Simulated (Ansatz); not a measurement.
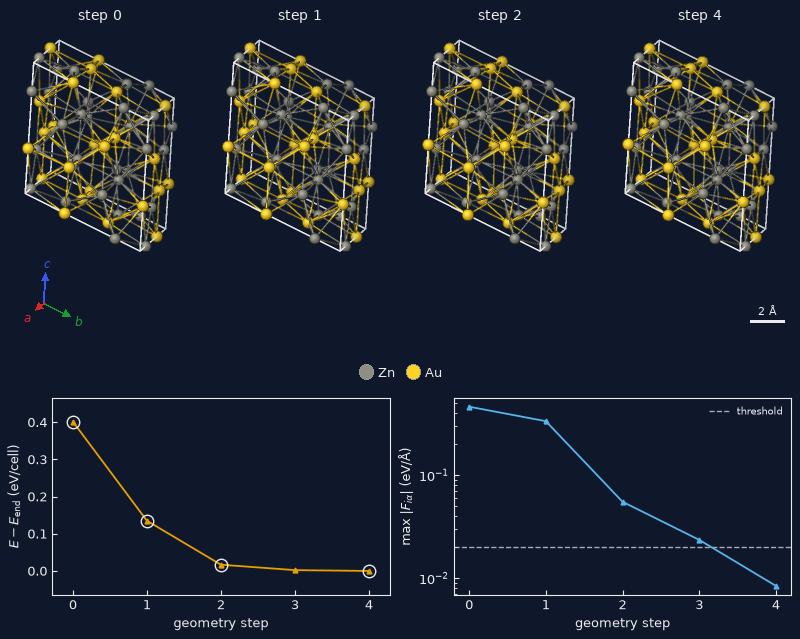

Frames of a relaxation of a crystal of Zn8Au5 (set up in I-43m), marked on the history of the run. Style: ball-and-stick. Shown: the cell of the calculation, slightly off an axis.

Level of theory: DFT, PBE, plane-wave PAW, default files, scalar-relativistic (Ansatz). Settings: plane-wave cutoff 420 eV; k-point mesh 5 × 5 × 5; occupations fermi dirac; smearing width 0.05 eV; no spin polarisation; atoms relaxed in a fixed cell; force threshold 0.02 eV/Å; at most 60 steps.

Question: What happens along the run?

Answer: The largest moves, 0.26 Å, are those of Au atoms. Largest moves by element: Au 0.26 Å, Zn 0.11 Å. The lattice vectors keep their values. Near-neighbour distances that change, for instance: Au–Zn 2.732 → 2.942 Å, Au–Au 2.673 → 2.748 Å, Au–Zn 2.972 → 2.898 Å, Zn–Zn 2.756 → 2.829 Å. The space group stays I-43m (No. 217). The energy falls by 0.402 eV per cell of the calculation in 4 geometry steps. The largest force component goes from 0.47 to 0.0084 eV/Å. The run took 11 min on 2 threads of Arm Neoverse N1, on a shared host, peak memory 1.8 GiB. From step 0 to 1: Au atoms move most (0.11 Å), energy −0.267 eV per cell of the calculation. From step 1 to 2: Au atoms move most (0.11 Å), energy −0.118 eV per cell of the calculation. From step 2 to 4: Zn atoms move most (0.03 Å), energy −16.8 meV per cell of the calculation.
